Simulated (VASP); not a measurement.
## Run report: NaCl, geometry relaxation (part 2 of 2)

Continued. System: NaCl (Fm-3m, 2 atoms in the cell). Method: Kohn-Sham DFT of a periodic cell, PBE, VASP PAW PBE potentials, recommended, no spin polarisation (VASP 6.6.1); cutoff 600 eV, 8×8×8 k-mesh, Gaussian smearing of 0.03 eV. The structure derives from an entry of the Crystallography Open Database.

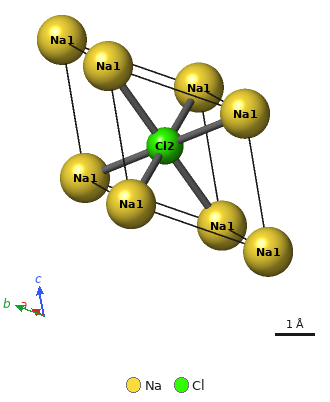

Fig. 1: The geometry at step 1 of the log (ball-and-stick view of the cell of the calculation, seen at an oblique angle; atoms are numbered from 1 in the order of the input).

Parts of OUTCAR, continued:
```
 k-point     3 :       0.2500    0.0000    0.0000
  band No.  band energies     occupation
      1     -21.4832      2.00000
      2     -21.4688      2.00000
      3     -21.4688      2.00000
      4     -13.1837      2.00000
      5      -1.7837      2.00000
      6      -0.8089      2.00000
      7      -0.8089      2.00000
      8       5.9560      0.00000
      9       9.3706      0.00000
     10      10.7508      0.00000
     11      10.7508      0.00000

 k-point     4 :       0.3750    0.0000    0.0000
  band No.  band energies     occupation
      1     -21.4939      2.00000
      2     -21.4696      2.00000
      3     -21.4696      2.00000
      4     -13.0582      2.00000
      5      -2.3951      2.00000
      6      -0.9019      2.00000
      7      -0.9019      2.00000
      8       6.5296      0.00000
      9       9.6391      0.00000
     10      10.4666      0.00000
     11      10.4666      0.00000

 k-point     5 :       0.5000    0.0000    0.0000
  band No.  band energies     occupation
      1     -21.4984      2.00000
      2     -21.4699      2.00000
      3     -21.4699      2.00000
      4     -13.0046      2.00000
      5      -2.6254      2.00000
      6      -0.9394      2.00000
      7      -0.9394      2.00000
      8       6.6226      0.00000
      9      10.0419      0.00000
     10      10.3292      0.00000
     11      10.3292      0.00000

 [... the levels of 18 k-points are left out ...]

 k-point    24 :      -0.3750    0.2500    0.1250
  band No.  band energies     occupation
      1     -21.4923      2.00000
      2     -21.4762      2.00000
      3     -21.4722      2.00000
      4     -12.9720      2.00000
      5      -2.3475      2.00000
      6      -1.4455      2.00000
      7      -1.0892      2.00000
      8       7.6878      0.00000
      9       8.9186      0.00000
     10       9.6354      0.00000
     11      11.1024      0.00000

 [... further k-points ...]

------------------------ aborting loop because EDIFF is reached ----------------------------------------

  FORCE on cell =-STRESS in cart. coord.  units (eV):
  Direction    XX          YY          ZZ          XY          YZ          ZX
  --------------------------------------------------------------------------------------
  -------------------------------------------------------------------------------------
  Total        0.2912696      0.2912696      0.2912696     -0.0000000     -0.0000000      0.0000000
  in kB       10.5161497     10.5161497     10.5161497     -0.0000000     -0.0000000      0.0000000
  external PRESSURE =     -56.0838503 kB  Pullay stress =      66.6000000 kB

 VOLUME and BASIS-vectors are now :
 -----------------------------------------------------------------------------
  energy-cutoff  :      600.00
  volume of cell :       44.38
      direct lattice vectors                 reciprocal lattice vectors
     0.000000000  2.810000000  2.810000000    -0.177935943  0.177935943  0.177935943
     2.810000000  0.000000000  2.810000000     0.177935943 -0.177935943  0.177935943
     2.810000000  2.810000000  0.000000000     0.177935943  0.177935943 -0.177935943

 POSITION                                       TOTAL-FORCE (eV/Angst)
 -----------------------------------------------------------------------------------
      0.00000      0.00000      0.00000        -0.000000     -0.000000     -0.000000
      2.81000      2.81000      2.81000         0.000000      0.000000      0.000000
 -----------------------------------------------------------------------------------
    total drift:                                0.000000     -0.000000     -0.000000

  FREE ENERGIE OF THE ION-ELECTRON SYSTEM (eV)
  ---------------------------------------------------
  free  energy   TOTEN  =        -6.7722767357 eV

  energy  without entropy=       -6.7722767357  energy(sigma->0) =       -6.77227674

  enthalpy is  TOTEN    =        -4.9276325719 eV   P V=        1.8446441638

--------------------------------------- Ionic step        2  -------------------------------------------

 number of electron      13.9999996 magnetization

------------------------ aborting loop because EDIFF is reached ----------------------------------------

  FORCE on cell =-STRESS in cart. coord.  units (eV):
  Direction    XX          YY          ZZ          XY          YZ          ZX
  --------------------------------------------------------------------------------------
  -------------------------------------------------------------------------------------
  Total        1.3003096      1.3003096      1.3003096      0.0000000      0.0000000     -0.0000000
  in kB       52.6459353     52.6459353     52.6459353      0.0000000      0.0000000     -0.0000000
  external PRESSURE =     -13.9540647 kB  Pullay stress =      66.6000000 kB

 VOLUME and BASIS-vectors are now :
 -----------------------------------------------------------------------------
  energy-cutoff  :      600.00
  volume of cell :       39.57
      direct lattice vectors                 reciprocal lattice vectors
     0.000000000  2.704710828  2.704710828    -0.184862646  0.184862646  0.184862646
     2.704710828 -0.000000000  2.704710828     0.184862646 -0.184862646  0.184862646
     2.704710828  2.704710828  0.000000000     0.184862646  0.184862646 -0.184862646

 POSITION                                       TOTAL-FORCE (eV/Angst)
 -----------------------------------------------------------------------------------
      2.70471      5.40942      2.70471        -0.000000      0.000000      0.000000
      2.70471      2.70471      2.70471         0.000000     -0.000000     -0.000000
 -----------------------------------------------------------------------------------
    total drift:                               -0.000000     -0.000000      0.000000

  FREE ENERGIE OF THE ION-ELECTRON SYSTEM (eV)
  ---------------------------------------------------
  free  energy   TOTEN  =        -6.6838337275 eV

  energy  without entropy=       -6.6838337275  energy(sigma->0) =       -6.68383373

  enthalpy is  TOTEN    =        -5.0388706233 eV   P V=        1.6449631042

--------------------------------------- Ionic step        3  -------------------------------------------

 number of electron      14.0000006 magnetization

 Free energy of the ion-electron system (eV)
  ---------------------------------------------------
  ext. energy  EPLUGINS =         0.00000000
  ---------------------------------------------------
  free energy    TOTEN  =        -6.64527250 eV

  energy without entropy =       -6.64527250  energy(sigma->0) =       -6.64527250

 E-fermi :   0.4191     XC(G=0):  -8.8363     alpha+bet : -9.4142

 val. band max:        0.2470195167   @ k =   0.0000   0.0000   0.0000
 cond. band min:       6.0109294075   @ k =   0.0000   0.0000   0.0000
 fundamental gap:      5.7639098908
 Fermi energy:         0.4190809503

 k-point     1 :       0.0000    0.0000    0.0000
  band No.  band energies     occupation
      1     -20.3267      2.00000
      2     -20.3267      2.00000
      3     -20.3267      2.00000
      4     -12.8095      2.00000
      5       0.2470      2.00000
      6       0.2470      2.00000
      7       0.2470      2.00000
      8       6.0109      0.00000
      9      11.4844      0.00000
     10      11.4844      0.00000
     11      11.4844      0.00000

 k-point     2 :       0.1250    0.0000    0.0000
  band No.  band energies     occupation
      1     -20.3356      2.00000
      2     -20.3272      2.00000
      3     -20.3272      2.00000
      4     -12.7373      2.00000
      5      -0.2161      2.00000
      6       0.1904      2.00000
      7       0.1904      2.00000
      8       6.5670      0.00000
      9      10.9669      0.00000
     10      11.7185      0.00000
     11      11.7185      0.00000

 k-point     3 :       0.2500    0.0000    0.0000
  band No.  band energies     occupation
      1     -20.3570      2.00000
      2     -20.3285      2.00000
      3     -20.3285      2.00000
      4     -12.5561      2.00000
      5      -1.1309      2.00000
      6       0.0592      2.00000
      7       0.0592      2.00000
      8       7.5095      0.00000
      9      10.6460      0.00000
     10      11.9216      0.00000
     11      11.9216      0.00000

 k-point     4 :       0.3750    0.0000    0.0000
  band No.  band energies     occupation
      1     -20.3779      2.00000
      2     -20.3298      2.00000
      3     -20.3298      2.00000
      4     -12.3643      2.00000
      5      -1.8936      2.00000
      6      -0.0652      2.00000
      7      -0.0652      2.00000
      8       7.7970      0.00000
      9      11.4752      0.00000
     10      11.6965      0.00000
     11      11.6965      0.00000

 k-point     5 :       0.5000    0.0000    0.0000
  band No.  band energies     occupation
      1     -20.3865      2.00000
      2     -20.3304      2.00000
      3     -20.3304      2.00000
      4     -12.2812      2.00000
      5      -2.1833      2.00000
      6      -0.1150      2.00000
      7      -0.1150      2.00000
      8       7.7751      0.00000
      9      11.5704      0.00000
     10      11.5704      0.00000
     11      12.1780      0.00000

 [... the levels of 18 k-points are left out ...]

 k-point    24 :      -0.3750    0.2500    0.1250
  band No.  band energies     occupation
      1     -20.3741      2.00000
      2     -20.3420      2.00000
      3     -20.3347      2.00000
      4     -12.2399      2.00000
      5      -1.8464      2.00000
      6      -0.7447      2.00000
      7      -0.2986      2.00000
      8       8.9534      0.00000
      9      10.3337      0.00000
     10      11.2352      0.00000
     11      12.5288      0.00000

 [... further k-points ...]

------------------------ aborting loop because EDIFF is reached ----------------------------------------

  FORCE on cell =-STRESS in cart. coord.  units (eV):
  Direction    XX          YY          ZZ          XY          YZ          ZX
  --------------------------------------------------------------------------------------
  -------------------------------------------------------------------------------------
  Total        1.5942639      1.5942639      1.5942639      0.0000000      0.0000000     -0.0000000
  in kB       66.3014981     66.3014981     66.3014981      0.0000000      0.0000000     -0.0000000
  external PRESSURE =      -0.2985019 kB  Pullay stress =      66.6000000 kB

 VOLUME and BASIS-vectors are now :
 -----------------------------------------------------------------------------
  energy-cutoff  :      600.00
  volume of cell :       38.53
      direct lattice vectors                 reciprocal lattice vectors
     0.000000000  2.680644045  2.680644045    -0.186522340  0.186522340  0.186522340
     2.680644045 -0.000000000  2.680644045     0.186522340 -0.186522340  0.186522340
     2.680644045  2.680644045  0.000000000     0.186522340  0.186522340 -0.186522340

 POSITION                                       TOTAL-FORCE (eV/Angst)
 -----------------------------------------------------------------------------------
      0.00000     -0.00000      0.00000         0.000000      0.000000     -0.000000
      2.68064      2.68064      2.68064         0.000000     -0.000000      0.000000
 -----------------------------------------------------------------------------------
    total drift:                                0.000000     -0.000000     -0.000000

  FREE ENERGIE OF THE ION-ELECTRON SYSTEM (eV)
  ---------------------------------------------------
  free  energy   TOTEN  =        -6.6452724984 eV

  energy  without entropy=       -6.6452724984  energy(sigma->0) =       -6.64527250

  enthalpy is  TOTEN    =        -5.0438309577 eV   P V=        1.6014415408

 reached required accuracy - stopping structural energy minimisation
```

CONTCAR:
```
NaCl
   1.00000000000000
     0.0000000000000000    2.6806440450202960    2.6806440450202960
     2.6806440450202960   -0.0000000000000000    2.6806440450202960
     2.6806440450202960    2.6806440450202960    0.0000000000000000
  Na              Cl
     1     1
Direct
     0.0000000000000000    0.0000000000000000    0.0000000000000000
     0.5000000000000000    0.5000000000000000    0.5000000000000000

  0.00000000E+00  0.00000000E+00  0.00000000E+00
  0.00000000E+00  0.00000000E+00  0.00000000E+00
```

Trajectory as extended XYZ (Å, eV, eV/Å), 3 frames, from step=0 to step=2:
```
2
Lattice="0.0000 2.8100 2.8100 2.8100 0.0000 2.8100 2.8100 2.8100 0.0000" Properties=species:S:1:pos:R:3:forces:R:3 step=0 energy=-6.77228
Na    0.0000    0.0000    0.0000    0.0000   0.0000   0.0000
Cl    2.8100    2.8100    2.8100    0.0000   0.0000   0.0000
2
Lattice="0.0000 2.7047 2.7047 2.7047 -0.0000 2.7047 2.7047 2.7047 0.0000" Properties=species:S:1:pos:R:3:forces:R:3 step=1 energy=-6.68383
Na    2.7047    5.4094    2.7047    0.0000   0.0000   0.0000
Cl    2.7047    2.7047    2.7047    0.0000   0.0000   0.0000
2
Lattice="0.0000 2.6806 2.6806 2.6806 -0.0000 2.6806 2.6806 2.6806 0.0000" Properties=species:S:1:pos:R:3:forces:R:3 step=2 energy=-6.64527
Na    0.0000    0.0000    0.0000    0.0000   0.0000   0.0000
Cl    2.6806    2.6806    2.6806    0.0000   0.0000   0.0000
```

This output came from the following input.

INCAR:
```
SYSTEM = NaCl
  PREC = Accurate
  ENCUT = 600
  EDIFF = 1E-6
  ISMEAR = 0
  SIGMA = 0.03
  LREAL = .False.
  LASPH = .True.
  NELM = 80
  ALGO = Normal
  ISIF = 3
  LWAVE = .False.
  LCHARG = .False.
  GGA = PE
  IBRION = 2
  NSW = 90
  EDIFFG = -0.01
  PSTRESS = 66.6
```

KPOINTS:
```
regular mesh
0
Gamma
  8 8 8
  0 0 0
```

POSCAR:
```
NaCl
1.0
    0.0000000000      2.8100000000      2.8100000000
    2.8100000000      0.0000000000      2.8100000000
    2.8100000000      2.8100000000      0.0000000000
Na Cl
1 1
Direct
    0.0000000000      0.0000000000      0.0000000000
    0.5000000000      0.5000000000      0.5000000000
```

Launch command:
```bash
cat potpaw_PBE.64/Na_pv/POTCAR potpaw_PBE.64/Cl/POTCAR > POTCAR
mpirun -np 1 vasp_std > vasp.out
```

Key numbers:

```tsv
quantity	value
outcome	converged
space group (tolerance 0.01 Å)	Fm-3m (225)
electrons treated	14
free energy	−6.6453 eV
Fermi energy	0.419 eV
gap on the k-point mesh	5.76 eV
pressure	6.63 GPa
final volume	38.53 Å³
largest force (length of the vector) at the end	under 0.001 eV/Å
final cell	a = 3.791 Å, b = 3.791 Å, c = 3.791 Å, α = 60.00°, β = 60.00°, γ = 60.00°
hardware	1 thread of Intel Xeon @ 2.50GHz (Skylake/Cascade Lake), 96 GiB of memory available, shared host
wall time	32 s
peak memory	0.18 GiB
```

The cell was relaxed to the target pressure of the input; what is minimised is then the enthalpy E + pV. The volume changed by more than 5 % on the plane waves of the start, so the result carries a basis error; a second relaxation from the end is advised.
